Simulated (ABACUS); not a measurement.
Geometry relaxation, with input and output: C (part 2 of 2)

The same run, continued: C (Fd-3m, 2 atoms in the cell); Kohn-Sham DFT of a periodic cell, SCAN, SG15 ONCV 1.2 PBE, no spin polarisation (ABACUS 3.10.1); cutoff 1360.57 eV, 10×10×10 k-mesh, fermi-dirac of 0.05 eV. The structure derives from an entry of the Crystallography Open Database.

Geometry of the input (Å; fractional positions):
```
0.0000  1.7834  1.7834
1.7834  0.0000  1.7834
1.7834  1.7834  0.0000
C  0.7500  0.7500  0.7500
C  0.5000  0.5000  0.5000
```

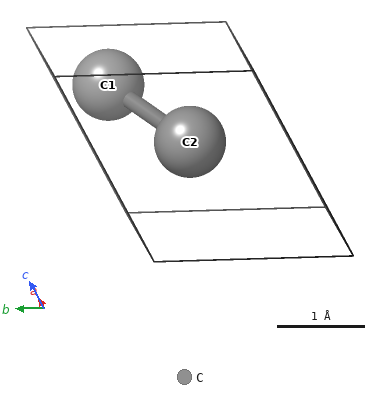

The geometry at step 1 of the log (ball-and-stick view of the cell of the calculation, seen at an oblique angle; atoms are numbered from 1 in the order of the input).

### What the program printed, continued
```
----------------------------------------------------------
 E_KohnSham     -22.7268816677       -309.2150884525
 E_Harris       -22.1368789653       -301.1876898642
 E_Fermi        1.1031594842         15.0092547879
----------------------------------------------------------

 LCAO ALGORITHM --------------- ION=   1  ELEC=   2--------------------------------

 Density error is 0.0453975464456
----------------------------------------------------------
     Energy           Rydberg                 eV
----------------------------------------------------------
 E_KohnSham     -22.7309672033       -309.2706750155
 E_Harris       -22.5913034943       -307.3704527701
 E_Fermi        1.1574959077         15.7485397563
----------------------------------------------------------

 LCAO ALGORITHM --------------- ION=   1  ELEC=   3--------------------------------

 Density error is 0.00745672942278
----------------------------------------------------------
     Energy           Rydberg                 eV
----------------------------------------------------------
 E_KohnSham     -22.7315588180       -309.2787243470
 E_Harris       -22.7603290615       -309.6701635920
 E_Fermi        1.1892203919         16.1801735075
----------------------------------------------------------

 LCAO ALGORITHM --------------- ION=   1  ELEC=   4--------------------------------

 Density error is 0.00345096093005
----------------------------------------------------------
     Energy           Rydberg                 eV
----------------------------------------------------------
 E_KohnSham     -22.7315813013       -309.2790302484
 E_Harris       -22.7202175182       -309.1244180474
 E_Fermi        1.1827446133         16.0920660196
----------------------------------------------------------

 LCAO ALGORITHM --------------- ION=   1  ELEC=   5--------------------------------

 Density error is 0.000169106437199
----------------------------------------------------------
     Energy           Rydberg                 eV
----------------------------------------------------------
 E_KohnSham     -22.7315849597       -309.2790800230
 E_Harris       -22.7321071992       -309.2861854558
 E_Fermi        1.1848976982         16.1213602432
----------------------------------------------------------

 LCAO ALGORITHM --------------- ION=   1  ELEC=   6--------------------------------

 Density error is 8.19349861299e-06
----------------------------------------------------------
     Energy           Rydberg                 eV
----------------------------------------------------------
 E_KohnSham     -22.7315849700       -309.2790801634
 E_Harris       -22.7315700295       -309.2788768873
 E_Fermi        1.1848008925         16.1200431333
----------------------------------------------------------

 LCAO ALGORITHM --------------- ION=   1  ELEC=   7--------------------------------

 Density error is 3.9028238152e-07
----------------------------------------------------------
     Energy           Rydberg                 eV
----------------------------------------------------------
 E_KohnSham     -22.7315849702       -309.2790801664
 E_Harris       -22.7315852232       -309.2790836087
 E_Fermi        1.1848042424         16.1200887114
----------------------------------------------------------

 LCAO ALGORITHM --------------- ION=   1  ELEC=   8--------------------------------

 Density error is 2.68170816875e-08
----------------------------------------------------------
     Energy           Rydberg                 eV
----------------------------------------------------------
 E_KohnSham     -22.7315849703       -309.2790801667
 E_KS(sigma->0) -22.7315849703       -309.2790801667
 E_Harris       -22.7315848930       -309.2790791149
 E_band         2.2311142080         30.3558661171
 E_one_elec     7.9972315899         108.8079178477
 E_Hartree      1.8951578854         25.7849458504
 E_xc           -7.0615875459        -96.0778275497
 E_Ewald        -25.5623868996       -347.7941163151
 E_entropy(-TS) -0.0000000000        -0.0000000000
 E_descf        0.0000000000         0.0000000000
 E_exx          0.0000000000         0.0000000000
 E_Fermi        1.1848041830         16.1200879033
----------------------------------------------------------

 charge density convergence is achieved
 final etot is -309.27908017 eV
 EFERMI = 16.120087903 eV

 STATE ENERGY(eV) AND OCCUPATIONS    NSPIN == 1
 1/47 kpoint (Cartesian) = 0.0000 0.0000 0.0000 (325 pws)
       1       -9.25000     0.00200000
       2        13.2632     0.00200000
       3        13.2632     0.00200000
       4        13.2632     0.00200000
       5        19.3317    2.54528e-31
       6        19.3317    2.54528e-31
       7        19.3317    2.54528e-31
       8        27.5331        0.00000

 2/47 kpoint (Cartesian) = 0.028023 0.028023 0.028023 (328 pws)
       1       -9.01118      0.0160000
       2        11.4956      0.0160000
       3        12.7986      0.0160000
       4        12.7986      0.0160000
       5        19.9473    9.14599e-36
       6        19.9473    9.14599e-36
       7        20.2970    8.39949e-39
       8        27.7498        0.00000

 3/47 kpoint (Cartesian) = 0.056047 0.056047 0.056047 (330 pws)
       1       -8.18387      0.0160000
       2        8.10818      0.0160000
       3        11.8752      0.0160000
       4        11.8752      0.0160000
       5        21.1420    3.83837e-46
       6        21.1420    3.83837e-46
       7        21.4620    6.38151e-49
       8        28.7552        0.00000

 4/47 kpoint (Cartesian) = 0.084070 0.084070 0.084070 (332 pws)
       1       -6.78617      0.0160000
       2        4.53637      0.0160000
       3        11.0357      0.0160000
       4        11.0357      0.0160000
       5        22.0181    9.42614e-54
       6        22.0181    9.42614e-54
       7        22.0525    4.74464e-54
       8        29.9427        0.00000

 5/47 kpoint (Cartesian) = 0.11209 0.11209 0.11209 (332 pws)
       1       -4.91889      0.0160000
       2        1.27959      0.0160000
       3        10.4900      0.0160000
       4        10.4900      0.0160000
       5        22.2923    3.91639e-56
       6        22.3305    1.82401e-56
       7        22.3305    1.82401e-56
       8        30.6813        0.00000

 6/47 kpoint (Cartesian) = 0.14012 0.14012 0.14012 (339 pws)
       1       -3.42276     0.00800000
       2      -0.690763     0.00800000
       3        10.3038     0.00800000
       4        10.3038     0.00800000
       5        22.3569    5.38290e-57
       6        22.3720    3.97854e-57
       7        22.3720    3.97854e-57
       8        30.8722        0.00000

[... levels at 41 further k points ...]

 correction force for each atom along direction 1 is 1.36280e-14
 correction force for each atom along direction 2 is 1.92069e-14
 correction force for each atom along direction 3 is 1.85685e-14
------------------------------------------------------------------------------------------
 TOTAL-FORCE (eV/Angstrom)
------------------------------------------------------------------------------------------
                        C1         0.0000000000         0.0000000000         0.0000000000
                        C2         0.0000000000         0.0000000000         0.0000000000
------------------------------------------------------------------------------------------

----------------------------------------------------------------
 TOTAL-STRESS (KBAR)
----------------------------------------------------------------
         3.6315602806         0.0000000000         0.0000000000
        -0.0000000000         3.6315602806        -0.0000000000
        -0.0000000000        -0.0000000000         3.6315602806
----------------------------------------------------------------
 TOTAL-PRESSURE: 3.631560 KBAR

 --------------------------------------------
 !FINAL_ETOT_IS -309.2790801666507718 eV
 --------------------------------------------
```

### File opt.log
```
      Step          Energy          fmax
FIRE:    0     -309.279013        0.034702
FIRE:    1     -309.279044        0.026821
FIRE:    2     -309.279080        0.012875
```

### Standard output
```
ABACUS v3.10.1

               Atomic-orbital Based Ab-initio Computation at UStc

 dft_functional readin is: scan
 dft_functional in pseudopot file is: PBE
 Please make sure this is what you need
 UNIFORM GRID DIM        : 32 * 32 * 32
 UNIFORM GRID DIM(BIG)   : 8 * 8 * 8
 ---------------------------------------------------------
 Self-consistent calculations for electrons
 ---------------------------------------------------------
 SPIN    KPOINTS         PROCESSORS  THREADS     NBASE
 1       47              4           4           26
 ---------------------------------------------------------
 Use Systematically Improvable Atomic bases
 ---------------------------------------------------------
 ELEMENT ORBITALS        NBASE       NATOM       XC
 C       2s2p1d-6au      13          2
 ---------------------------------------------------------
 Initial plane wave basis and FFT box
 ---------------------------------------------------------
 -------------------------------------------
 SELF-CONSISTENT :
 -------------------------------------------
 START CHARGE      : atomic
 ITER       ETOT/eV          EDIFF/eV         DRHO         DKIN     TIME/s
 GE1     -3.09215088e+02   0.00000000e+00   1.2330e-01   2.4064e-01   1.03
 GE2     -3.09270675e+02  -5.55865630e-02   4.5398e-02   2.3894e-02   1.21
 GE3     -3.09278724e+02  -8.04933148e-03   7.4567e-03   1.4901e-02   1.02
 GE4     -3.09279030e+02  -3.05901407e-04   3.4510e-03   1.3221e-03   1.06
 GE5     -3.09279080e+02  -4.97745969e-05   1.6911e-04   5.7164e-05   0.99
 GE6     -3.09279080e+02  -1.40435274e-07   8.1935e-06   4.2897e-06   1.08
 GE7     -3.09279080e+02  -2.99197287e-09   3.9028e-07   1.1727e-07   1.27
 GE8     -3.09279080e+02  -2.22834259e-10   2.6817e-08   9.6420e-08   1.21
----------------------------------------------------------------
 TOTAL-STRESS (KBAR)
----------------------------------------------------------------
         3.6315602806         0.0000000000         0.0000000000
        -0.0000000000         3.6315602806        -0.0000000000
        -0.0000000000        -0.0000000000         3.6315602806
----------------------------------------------------------------
 TOTAL-PRESSURE: 3.631560 KBAR
```

### File mulliken.txt
```
 0
CALCULATE THE MULLIkEN ANALYSIS FOR EACH ATOM
 Total charge:	8
Decomposed Mulliken populations
0                              Zeta of C              Spin 1
s                                      0              1.5544
s                                      1              0.0008
SUM OVER M+Zeta                                       1.5552

pz                                     0              0.7268
px                                     0              0.7396
py                                     0              0.8120
SUM OVER M                                            2.2784
pz                                     1             -0.1448
px                                     1              0.0014
py                                     1              0.0062
SUM OVER M                                           -0.1372
SUM OVER M+Zeta                                       2.1412

dz^2                                   0              0.0670
dxz                                    0              0.0562
dyz                                    0              0.0627
dx^2-y^2                               0              0.0377
dxy                                    0              0.0800
SUM OVER M                                            0.3036
SUM OVER M+Zeta                                       0.3036

SUM OVER M+Zeta+L                                     4.0000

Total Charge on atom:                  C              4.0000


1                              Zeta of C              Spin 1
s                                      0              1.5544
s                                      1              0.0008
SUM OVER M+Zeta                                       1.5552

pz                                     0              0.7268
px                                     0              0.7396
py                                     0              0.8120
SUM OVER M                                            2.2784
pz                                     1             -0.1448
px                                     1              0.0014
py                                     1              0.0062
SUM OVER M                                           -0.1372
SUM OVER M+Zeta                                       2.1412

dz^2                                   0              0.0670
dxz                                    0              0.0562
dyz                                    0              0.0627
dx^2-y^2                               0              0.0377
dxy                                    0              0.0800
SUM OVER M                                            0.3036
SUM OVER M+Zeta                                       0.3036

SUM OVER M+Zeta+L                                     4.0000

Total Charge on atom:                  C              4.0000
```

### Trajectory as extended XYZ (Å, eV, eV/Å), 3 frames, from step=0 to step=2
```
2
Lattice="0.0000 1.7834 1.7834 1.7834 0.0000 1.7834 1.7834 1.7834 0.0000" Properties=species:S:1:pos:R:3:forces:R:3 step=0 energy=-309.27901 pressure_GPa=0.98
C     2.6751    2.6751    2.6751    0.0000   0.0000   0.0000
C     1.7834    1.7834    1.7834    0.0000   0.0000   0.0000
2
Lattice="-0.0000 1.7837 1.7837 1.7837 -0.0000 1.7837 1.7837 1.7837 0.0000" Properties=species:S:1:pos:R:3:forces:R:3 step=1 energy=-309.27904 pressure_GPa=0.76
C     2.6755    2.6755    2.6755    0.0000   0.0000   0.0000
C     1.7837    1.7837    1.7837    0.0000   0.0000   0.0000
2
Lattice="-0.0000 1.7842 1.7842 1.7842 -0.0000 1.7842 1.7842 1.7842 0.0000" Properties=species:S:1:pos:R:3:forces:R:3 step=2 energy=-309.27908 pressure_GPa=0.36
C     2.6763    2.6763    2.6763    0.0000   0.0000   0.0000
C     1.7842    1.7842    1.7842    0.0000   0.0000   0.0000
```

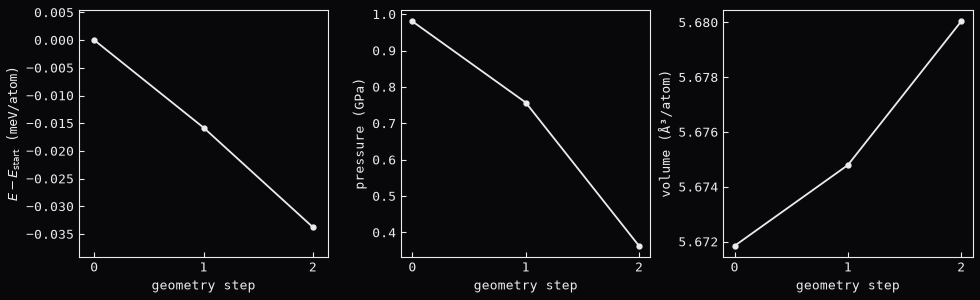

Progress of the relaxation, step by step (steps are counted from 0). The atoms keep their places relative to the cell (all moves are under 0.005 Å). The volume changes by +0.1 %, with a = b = c 3.567 → 3.568 Å (0.0 %). The space group stays Fd-3m (No. 227). After 2 geometry steps the energy has fallen by next to nothing (0.0 meV per atom). All forces vanish by symmetry, so only the cell relaxes. Pressure: 0.98 GPa at the start and 0.36 GPa at the end.

### Results in brief

```tsv
quantity	value
outcome	converged
space group (tolerance 0.01 Å)	Fd-3m (227)
electrons treated	8
free energy	−309.2791 eV
Fermi energy	16.120 eV
gap on the k-point mesh	4.49 eV
pressure	0.36 GPa
final volume	11.36 Å³
largest force (length of the vector) at the end	under 0.001 eV/Å
final cell	a = 2.523 Å, b = 2.523 Å, c = 2.523 Å, α = 60.00°, β = 60.00°, γ = 60.00°
wall time	29 s (CPU time 1.9 min)
peak memory	0.36 GiB
```

Points of doubt noted for this run: home made orbitals.
